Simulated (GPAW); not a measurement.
**Near-edge structure at the Zn K edge of zinc-blende (ZnS)₁₋ₓ(ZnSe)ₓ at x = 0.125**

What does the Zn K edge look like in zinc-blende (ZnS)₁₋ₓ(ZnSe)ₓ at x = 0.125?

Method: X-ray absorption from dipole matrix elements to empty bands, plane-wave PAW LDA, in GPAW 26.7.0.

## Step 1: Set-up

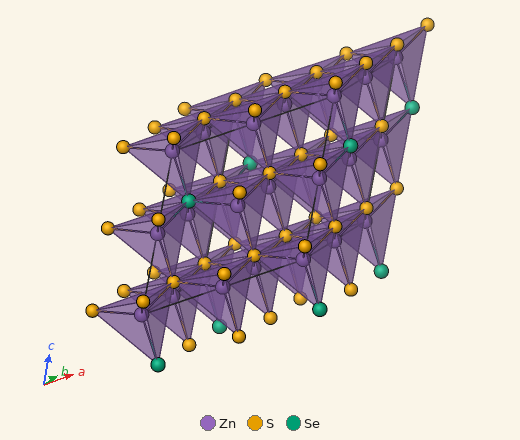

The starting structure, seen slightly off an axis (zinc purple, sulfur orange, selenium teal). Some periodic images of atoms are drawn too.

The cell holds 16 atoms: 8 Zn, 7 S and 1 Se. Cell: a = 7.697 Å, b = 7.697 Å, c = 7.697 Å, α = 60.0°, β = 60.0°, γ = 60.0°. 16-atom zinc-blende cell, 1 of 8 S sites taken by Se at random, lattice constants typed for the ends and interpolated (Vegard).

As a file:

```cif
data_structure
_symmetry_space_group_name_H-M 'P 1'
_symmetry_Int_Tables_number 1
_cell_length_a 7.6965
_cell_length_b 7.6965
_cell_length_c 7.6965
_cell_angle_alpha 60.000
_cell_angle_beta 60.000
_cell_angle_gamma 60.000
_cell_volume 322.38
loop_
_atom_site_label
_atom_site_type_symbol
_atom_site_fract_x
_atom_site_fract_y
_atom_site_fract_z
_atom_site_occupancy
Zn1 Zn 0.99802 0.99973 0.00244 1
S2 S 0.12278 0.12645 0.13050 1
Zn3 Zn 0.00199 0.00318 0.49628 1
Se4 Se 0.12392 0.12562 0.62420 1
Zn5 Zn 0.00049 0.49974 0.99787 1
S6 S 0.12557 0.62828 0.12529 1
Zn7 Zn 0.99770 0.50030 0.50066 1
S8 S 0.12636 0.62387 0.62794 1
Zn9 Zn 0.49998 0.00128 0.00133 1
S10 S 0.62503 0.12064 0.12398 1
Zn11 Zn 0.49891 0.99735 0.50050 1
S12 S 0.62395 0.12331 0.62727 1
Zn13 Zn 0.50092 0.50138 0.00154 1
S14 S 0.62656 0.62963 0.12507 1
Zn15 Zn 0.49807 0.50117 0.49791 1
S16 S 0.62935 0.62444 0.62300 1
```

## Step 2: Relaxation

The cell was built by hand, so its atoms are relaxed first: near-edge features follow bond lengths closely.

Contents of relax.py:

```python
import numpy as np
from ase import Atoms
from ase.parallel import parprint, paropen
from gpaw import GPAW, PW, FermiDirac, Mixer, MixerDif, setup_paths
from ase.optimize import BFGS

atoms = Atoms('ZnSZnSeZnSZnSZnSZnSZnSZnS',
    cell=[[0, 5.44225, 5.44225],
     [5.44225, 0, 5.44225],
     [5.44225, 5.44225, 0]],
    scaled_positions=[[0.998016, 0.99973, 0.00244],
     [0.122784, 0.126453, 0.1305],
     [0.001987, 0.003184, 0.496275],
     [0.123919, 0.125623, 0.624204],
     [0.000488, 0.49974, 0.99787],
     [0.125566, 0.628276, 0.125293],
     [0.997697, 0.500297, 0.500659],
     [0.126364, 0.623866, 0.62794],
     [0.499977, 0.001275, 0.001325],
     [0.62503, 0.120635, 0.123976],
     [0.498913, 0.997353, 0.500499],
     [0.62395, 0.123308, 0.62727],
     [0.500921, 0.501381, 0.001545],
     [0.626558, 0.629633, 0.125065],
     [0.498073, 0.50117, 0.497906],
     [0.62935, 0.624444, 0.623002]],
    pbc=True)
atoms.calc = GPAW(legacy_gpaw=True, mode=PW(400, force_complex_dtype=True), xc='LDA', setups={},
    kpts={'size': (3, 3, 3), 'gamma': True}, occupations=FermiDirac(0.08),
    charge=0, mixer=Mixer(0.1, 5, 50), maxiter=150,
    convergence={'density': 0.0001, 'eigenstates': 1e-6}, txt='relax.txt')
steps = []
opt = BFGS(atoms, logfile='-')
opt.attach(lambda: steps.append([atoms.get_potential_energy(), float(np.linalg.norm(atoms.get_forces(), axis=1).max())]))
done = opt.run(fmax=0.05, steps=30)
out = dict(done=bool(done), steps=steps, frac=atoms.get_scaled_positions().tolist())
import json
with paropen('out.json', 'w') as f:
    json.dump(out, f)
```

Run with:

```console
OMP_NUM_THREADS=1 mpirun -n 4 gpaw python relax.py
```

Numbers of over 12 decimals in the logs are rounded to 6 here.

What it wrote:

```text
Input parameters:
  convergence: {density: 0.0001,
                eigenstates: 1e-06}
  kpts: {gamma: True,
         size: (3, 3, 3)}
  maxiter: 150
  mixer: {backend: pulay,
          beta: 0.1,
          method: separate,
          nmaxold: 5,
          weight: 50}
  mode: {ecut: 400.0,
         force_complex_dtype: True,
         name: pw}
  occupations: {fixmagmom: False,
                name: fermi-dirac,
[...]
Forces in eV/Ang:
[...]
14 Zn    0.00525   -0.00212    0.00952
 15 S     0.01174   -0.00259    0.01648
Step     Time          Energy          fmax
BFGS:    0 02:11:05      -64.676798        0.801022
BFGS:    1 02:11:42      -64.713543        0.654797
BFGS:    2 02:12:37      -64.803760        0.106055
BFGS:    3 02:13:14      -64.806362        0.072989
BFGS:    4 02:13:33      -64.806574        0.066207
BFGS:    5 02:14:06      -64.807183        0.020403
[key lines of the parts left out:]
Converged after 7 iterations.
Dipole moment: (-25.054519, -24.953596, -22.724317) |e|*Ang
Free energy:    -64.807183
Fermi level: 4.39299
```

Run time: 4.2 min. Hardware: 4 MPI ranks of Arm Neoverse V1, shared host; peak memory 0.36 GiB; 17 min of CPU time.

In 5 steps the energy fell by 130 meV (energies extrapolated to zero smearing) and the largest force to 0.020 eV/Å. Atom 3 (Zn; the text counts from 1, the script from 0) is among those that moved most, by 0.07 Å.

## Step 3: The field without a hole

The ground state comes first: it tells whether the system has a gap, which decides how the excited electron is treated.

Contents of scf.py:

```python
import numpy as np
from ase import Atoms
from ase.parallel import parprint, paropen
from gpaw import GPAW, PW, FermiDirac, Mixer, MixerDif, setup_paths
from gpaw.test import gen
setup_paths.insert(0, '.')
gen('Zn', name='nch1s', xcname='LDA', corehole=(1, 0, 0), write_xml=True)
from gpaw.mpi import world
world.barrier()

atoms = Atoms('ZnSZnSeZnSZnSZnSZnSZnSZnS',
    cell=[[0, 5.44225, 5.44225],
     [5.44225, 0, 5.44225],
     [5.44225, 5.44225, 0]],
    scaled_positions=[[0.9959049, 0.9971529, 0.0112939],
     [0.1245392, 0.1263144, 0.1254345],
     [0.9959357, 0.9974088, 0.4974004],
     [0.1245525, 0.1252894, 0.6257395],
     [0.0003578, 0.5011945, 0.000185],
     [0.1262277, 0.6253973, 0.1248772],
     [0.9969982, 0.510602, 0.4966379],
     [0.125397, 0.6253881, 0.625351],
     [0.4992055, 0.0010266, 0.000046],
     [0.6242175, 0.1257905, 0.1252542],
     [0.5097789, 0.9952284, 0.4971014],
     [0.6240527, 0.125051, 0.6252898],
     [0.5014255, 0.5007913, 0.0008794],
     [0.6257177, 0.626279, 0.125077],
     [0.5002394, 0.4997261, 0.499489],
     [0.6251169, 0.6236972, 0.6258297]],
    pbc=True)
atoms.calc = calc = GPAW(legacy_gpaw=True, mode=PW(400, force_complex_dtype=True), xc='LDA', setups={0: 'nch1s'},
    kpts={'size': (3, 3, 3), 'gamma': True}, occupations=FermiDirac(0.05),
    charge=0, mixer=Mixer(0.1, 5, 50), maxiter=150,
    convergence={'density': 0.0001, 'eigenstates': 1e-6}, txt='scf.txt')
energy = atoms.get_potential_energy() + calc.get_reference_energy()
ef = calc.get_fermi_level()
out = dict(energy=energy, fermi=ef, forces=atoms.get_forces().tolist())
parprint(f'all-electron energy {energy:.4f} eV, Fermi level {ef:.4f} eV')
ev = np.array([[calc.get_eigenvalues(k, s) for k in range(len(calc.get_ibz_k_points()))] for s in range(calc.get_number_of_spins())])
out['homo'], out['lumo'], out['counts'] = ev[ev < ef].max(), ev[ev > ef].min(), sorted(set((ev < ef).sum((0, 2)).tolist()))
out['filled'] = (ev[:, 0] < ef).sum(1).tolist()
import json
with paropen('out.json', 'w') as f:
    json.dump(out, f)
```

Run with:

```console
OMP_NUM_THREADS=1 mpirun -n 4 gpaw python scf.py
```

What it wrote:

```text
Input parameters:
  convergence: {density: 0.0001,
                eigenstates: 1e-06}
  kpts: {gamma: True,
         size: (3, 3, 3)}
  maxiter: 150
  mixer: {backend: pulay,
          beta: 0.1,
          method: separate,
          nmaxold: 5,
          weight: 50}
  mode: {ecut: 400.0,
         force_complex_dtype: True,
         name: pw}
  occupations: {fixmagmom: False,
                name: fermi-dirac,
                width: 0.05}
  setups: {0: nch1s}

Initialize ...

[... PAW data sets ...]

Reference energy: -532092.474875  # eV

Spin-paired calculation

[... convergence settings ...]
Symmetries present (total): 1
  [... symmetry matrices ...]

27 k-points: 3 x 3 x 3 Monkhorst-Pack grid
14 k-points in the irreducible part of the Brillouin zone
       k-points in crystal coordinates                weights
   0:     0.00000000    0.00000000    0.00000000          1/27
   1:     0.00000000    0.00000000    0.33333333          2/27
   2:     0.00000000    0.33333333   -0.33333333          2/27
   3:     0.00000000    0.33333333    0.00000000          2/27
   4:     0.00000000    0.33333333    0.33333333          2/27
   5:     0.33333333   -0.33333333   -0.33333333          2/27
   6:     0.33333333   -0.33333333    0.00000000          2/27
   7:     0.33333333   -0.33333333    0.33333333          2/27
   8:     0.33333333    0.00000000   -0.33333333          2/27
   9:     0.33333333    0.00000000    0.00000000          2/27
          ...
  13:     0.33333333    0.33333333    0.33333333          2/27

Wave functions: Plane wave expansion
  Cutoff energy: 400.000 eV
  Number of coefficients (min, max): 5840, 5961
  Pulay-stress correction: 0.000000 eV/Ang^3 (de/decut=0.000000)
  Using FFTW library
  Wavefunction extrapolation:
    Improved wavefunction reuse through dual PAW basis

Occupation numbers: Fermi-Dirac:
  width: 0.0500  # eV

Eigensolver
   Davidson(niter=2)

Densities:
  Coarse grid: 36*36*36 grid
  Fine grid: 72*72*72 grid
  Total Charge: 0.000000

Density mixing:
  Method: separate
  Backend: pulay
  Linear mixing parameter: 0.1
  old densities: 5
  Width of damping distribution: 1.1
  Damping of long wavelength oscillations: 50

[... Hamiltonian set-up ...]
Number of atoms: 16
Number of atomic orbitals: 104
Number of bands in calculation: 91
Number of valence electrons: 144
Bands to converge: occupied

... initialized

Initializing position-dependent things.

Density initialized from atomic densities
Creating initial wave functions:
  91 bands from LCAO basis set

                                Zn
                        Zn

                         Zn

                              Zn
                            S
                    S
                        Zn
                     S
               Zn
             S            S
                  S
         Zn
                    Se
              Zn
           S

Atomic positions and initial magnetic moments

Positions:
   0 Zn     5.488220    5.481428   10.846719    ( 0.0000,  0.0000,  0.0000)
   1 S      1.370080    1.360419    1.365208    ( 0.0000,  0.0000,  0.0000)
   2 Zn     8.135125    8.127108   10.848279    ( 0.0000,  0.0000,  0.0000)
   3 Se     4.087287    4.083277    1.359702    ( 0.0000,  0.0000,  0.0000)
   4 Zn     2.728633    0.002954    2.729573    ( 0.0000,  0.0000,  0.0000)
   5 S      4.083181    1.366576    4.090531    ( 0.0000,  0.0000,  0.0000)
   6 Zn     5.481651    8.128741    8.204737    ( 0.0000,  0.0000,  0.0000)
[...]
13 S      4.089067    4.086012    6.813679    ( 0.0000,  0.0000,  0.0000)
  14 Zn     5.437978    5.440772    5.442062    ( 0.0000,  0.0000,  0.0000)
  15 S      6.800238    6.807964    6.796359    ( 0.0000,  0.0000,  0.0000)

Unit cell:
           periodic     x           y           z      points  spacing
  1. axis:    yes    0.000000    5.442250    5.442250    36     0.1746
  2. axis:    yes    5.442250    0.000000    5.442250    36     0.1746
  3. axis:    yes    5.442250    5.442250    0.000000    36     0.1746

  Lengths:   7.696504   7.696504   7.696504
  Angles:   60.000000  60.000000  60.000000

Effective grid spacing dv^(1/3) = 0.1905

iter:   1   -66.089571
iter:   2   -66.123634   -0.08  -1.21
iter:   3   -64.841672   -1.06  -1.27
iter:   4   -64.940318   -1.63  -1.58
iter:   5   -64.897421   -1.90  -1.65
iter:   6   -64.840765   -2.65  -2.12
iter:   7   -64.822528   -2.34  -2.66
iter:   8   -64.809069c  -2.97  -2.65
iter:   9   -64.808332c  -3.59  -2.95
iter:  10   -64.807190c  -3.94  -3.20
iter:  11   -64.807181c  -4.67  -3.70
iter:  12   -64.807189c  -5.12  -3.99
iter:  13   -64.807184c  -5.67  -4.07c
iter:  14   -64.807181c  -6.25c -4.58c

Converged after 14 iterations.

Dipole moment: (-25.055550, -24.954693, -22.726354) |e|*Ang

Energy contributions relative to reference atoms: (reference = -532092.474875)

Kinetic:        +66.663429
Potential:      -56.406432
External:        +0.000000
XC:             -74.962225
Entropy (-ST):   -0.000000
Local:           -0.101954
SIC:             +0.000000
--------------------------
Free energy:    -64.807181
Extrapolated:   -64.807181

Showing only first 2 kpts
 Kpt  Band  Eigenvalues  Occupancy
  0    70      3.49986    2.00000
  0    71      3.50069    2.00000
  0    72      5.17704    0.00000
  0    73      6.41081    0.00000

  1    70      3.25814    2.00000
  1    71      3.25899    2.00000
  1    72      6.33160    0.00000
  1    73      6.57342    0.00000

Fermi level: 4.36703

Gap: 1.676 eV
Transition (v -> c):
  (s=0, k=0, n=71, [0.00, 0.00, 0.00]) -> (s=0, k=0, n=72, [0.00, 0.00, 0.00])
No difference between direct/indirect transitions

Forces in eV/Ang:
  0 Zn   -0.00580   -0.00274    0.00905
  1 S    -0.00728   -0.00018    0.00128
  2 Zn   -0.01065   -0.00506   -0.00698
  3 Se    0.00545    0.00901    0.00130
  4 Zn    0.00500   -0.00899   -0.01174
  5 S     0.00252   -0.00070   -0.00684
  6 Zn    0.00269    0.00115   -0.00244
[...]
13 S    -0.00575   -0.00400   -0.01290
 14 Zn    0.00507   -0.00099    0.01162
 15 S     0.00831   -0.00255    0.00938
Scalar-relativistic atomic LDA calculation for Zn (Zinc, Z=30)
Core hole in 1s state (1s occupation: 2.0)
600 radial gridpoints.
|------------------------------------------------|
|------------------------------------------------|
[... the atom generator's iteration count ...]

Energy contributions:
-------------------------
Kinetic:    +1820.136505
XC:           -68.759408
Potential:  -3544.299429
-------------------------
Total:      -1792.922333

state      eigenvalue         ekin         rmax
-----------------------------------------------
1s^2.0 :  -349.206168   449.580746        0.033
2s^2.0 :   -42.473795    85.129008        0.190
2p^6.0 :   -36.877768    83.147768        0.152
3s^2.0 :    -4.724967    18.930386        0.589
3p^6.0 :    -3.060180    16.736648        0.592
3d^10.0:    -0.383140    11.061255        0.564
4s^2.0 :    -0.228494     1.468588        2.078
4p^0.0 :    -0.045217     0.573191        3.031
-----------------------------------------------
(units: Bohr and Hartree)

Generating PAW setup
Kinetic energy of the core from tauc = 1724.019189
Cutoffs:
rc(s)=2.430
rc(p)=2.400
rc(d)=2.230
rc(vbar)=2.260
rc(comp)=2.200
rc(nct)=2.430

Kinetic energy of the core states: 1706.586777
Charge: 0.0
Core electrons: 18.0
Valence electrons: 12.0
Pseudo-core charge: 0.107007
Shape function alpha=2.066
Pseudo-electron charge 3.914685
state    eigenvalue         norm
--------------------------------
4s(2) :    -0.228494     1.130383
*s    :     0.771506
4p(0) :    -0.045217     1.008310
*p    :     0.954783
3d(10):    -0.383140     0.154691
*d    :     0.616860
--------------------------------

Diagonalizing with gridspacing h=0.050

state   all-electron     PAW
-------------------------------
4s:      -0.228494    -0.228671
4p:      -0.045217    -0.045275
3d:      -0.383140    -0.383726
*f:                    0.072913
-------------------------------
all-electron energy -532157.2821 eV, Fermi level 4.3670 eV
```

Run time: 73 s. Hardware: 4 MPI ranks; peak memory 0.35 GiB.

The mesh shows a gap of 1.68 eV. The excited electron is kept all the same, so that all members of the series, with or without a gap, are treated alike.

## Step 4: Cell without a hole, the energy reference

The photon energy needs a difference of total energies, so the cell and mesh of the coming hole run are first run without a hole.

scf.py, as its differences from that of step 3:

```diff
@@ -32,3 +32,3 @@
 atoms.calc = calc = GPAW(legacy_gpaw=True, mode=PW(400, force_complex_dtype=True), xc='LDA', setups={0: 'nch1s'},
-    kpts={'size': (3, 3, 3), 'gamma': True}, occupations=FermiDirac(0.05),
+    kpts={'size': (3, 3, 3), 'gamma': True}, occupations=FermiDirac(0.02),
     charge=0, mixer=Mixer(0.1, 5, 50), maxiter=150,
```

What it wrote:

```text
Input parameters:
  convergence: {density: 0.0001,
                eigenstates: 1e-06}
  kpts: {gamma: True,
         size: (3, 3, 3)}
  maxiter: 150
  mixer: {backend: pulay,
          beta: 0.1,
          method: separate,
          nmaxold: 5,
          weight: 50}
  mode: {ecut: 400.0,
         force_complex_dtype: True,
         name: pw}
  occupations: {fixmagmom: False,
                name: fermi-dirac,
[...]
*s    :     0.771506
4p(0) :    -0.045217     1.008310
*p    :     0.954783
3d(10):    -0.383140     0.154691
*d    :     0.616860
--------------------------------

Diagonalizing with gridspacing h=0.050

state   all-electron     PAW
-------------------------------
4s:      -0.228494    -0.228671
4p:      -0.045217    -0.045275
3d:      -0.383140    -0.383726
*f:                    0.072913
-------------------------------
all-electron energy -532157.2821 eV, Fermi level 4.0415 eV
[key lines of the parts left out:]
Converged after 14 iterations.
Dipole moment: (-25.055550, -24.954693, -22.726354) |e|*Ang
Free energy:    -64.807181
Fermi level: 4.04147
```

Run time: 73 s. Hardware: 4 MPI ranks; peak memory 0.34 GiB; 4.8 min of CPU time.

Reference energy: -532157.282 eV with the cores included.

(Part 1 of 3 ends here.)

[Banner, clock and machine lines of the logs are left out without a mark of their own.]

[Logs are printed without paths, hosts, clocks, repeated set-up lines and the standing remarks that a program may print on its own settings, such as how far it seeks lower states.]

[Hosts, paths, dates, database ids (printed as entryN), source tags and the programs' standing remarks are cut or masked in the printed files.]

[Lists of maxima count a maximum above −3 eV only where it reaches 4 % of the highest in the window and stands out from its surroundings by 2 % of it (1.5 % where it reaches 55 %); shoulders and weaker maxima are passed over, and of the rest the first, up to two pre-edge ones and the few strongest are named.]
